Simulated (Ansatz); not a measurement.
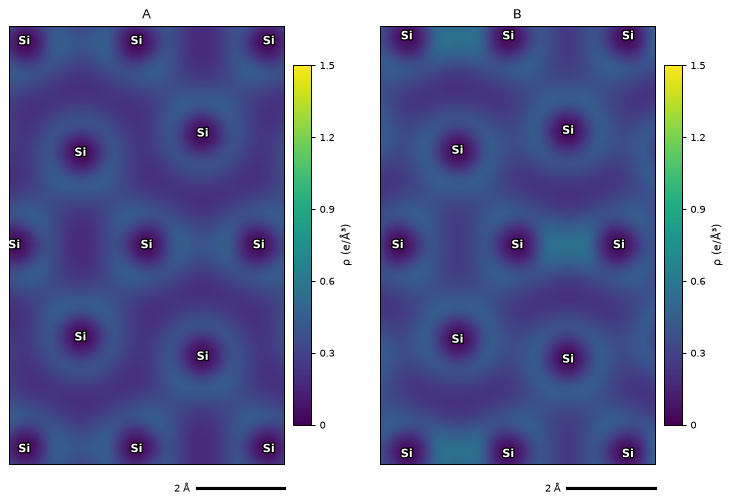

Si. The valence charge density (pseudo) of two cells that differ in size and shape, on the (11̄0) plane of each (indices in the axes of the calculation cell), at one length scale and on one colour scale; one has 15.5 and the other 16.3 Å³ an atom.

Space group Fmmm; a structure from a database of computed crystals, not necessarily the ambient phase.

All numbers below come from Ansatz, DFT LDA, scalar-relativistic, plane waves, PAW.

Q: Which panel shows the smaller cell, and what does the compression change?

A: Panel B is the smaller cell, by 5 % in volume. From the larger cell to the smaller, Si–Si goes from 2.57 to 2.32 Å, and the density at its midpoint from 0.38 to 0.55 e/Å³, the ELF there from 0.85 to 0.90; the pressure goes from −9 to −4.0 GPa.
